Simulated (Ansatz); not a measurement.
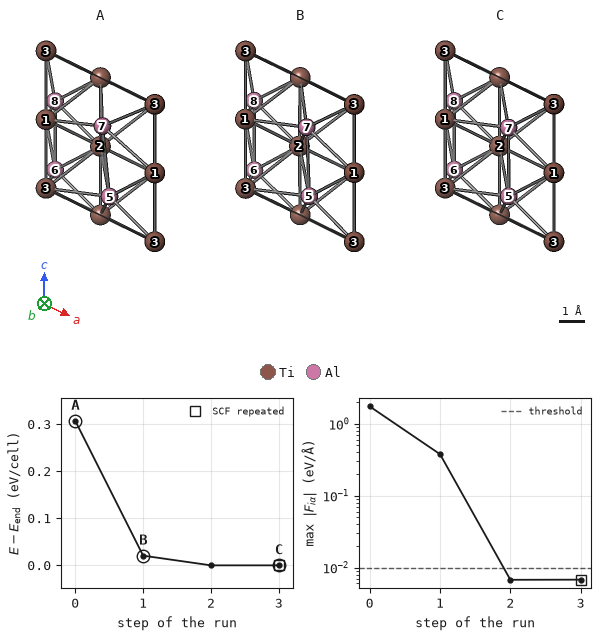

Frames of a relaxation of crystalline TiAl (set up in P1), marked on the history of the run. The picture is a ball-and-stick view of the cell of the calculation, seen along the b axis.

All numbers below come from DFT PBEsol, scalar-relativistic, plane waves, PAW (Ansatz). (plane-wave cutoff 420 eV; k-point mesh 8 × 8 × 8; occupations gaussian; smearing width 0.15 eV; no spin polarisation; atoms relaxed in a fixed cell; force threshold 0.01 eV/Å; at most 80 steps)

Question: Describe the path.

Answer: The atom that moves furthest is an Al atom (0.26 Å roughly along [3 1 1]). Largest moves by element: Al 0.26 Å, Ti 0.04 Å. The lattice vectors keep their values. Some distances before and after: Al–Ti 2.544 → 2.834 Å, Al–Ti 3.097 → 2.836 Å, Al–Ti 3.049 → 2.835 Å, Al–Al 3.061 → 2.848 Å. Within 0.06 Å the space group is P1 at the start and P-6m2 at the end; at a tighter tolerance small leftover displacements or strains of the cell lower it. The energy falls by 0.307 eV per cell of the calculation in 2 accepted moves (3 points after the start). Largest force component: 1.7 eV/Å at the start, 0.0068 eV/Å at the end. 1 step only repeated the SCF at the same geometry. From step 0 to 1: an Al atom moves most (0.20 Å), energy −0.287 eV per cell of the calculation. From step 1 to 3: an Al atom moves most (0.08 Å), energy −20.6 meV per cell of the calculation.

```json
{"step": "0", "E − E(0), meV/atom": "0.00", "largest force component, eV/Å": "1.7495", "note": ""}
{"step": "1", "E − E(0), meV/atom": "-35.83", "largest force component, eV/Å": "0.3783", "note": ""}
{"step": "2", "E − E(0), meV/atom": "-38.41", "largest force component, eV/Å": "0.0068", "note": ""}
{"step": "3", "E − E(0), meV/atom": "-38.41", "largest force component, eV/Å": "0.0068", "note": "same geometry, SCF repeated"}
```
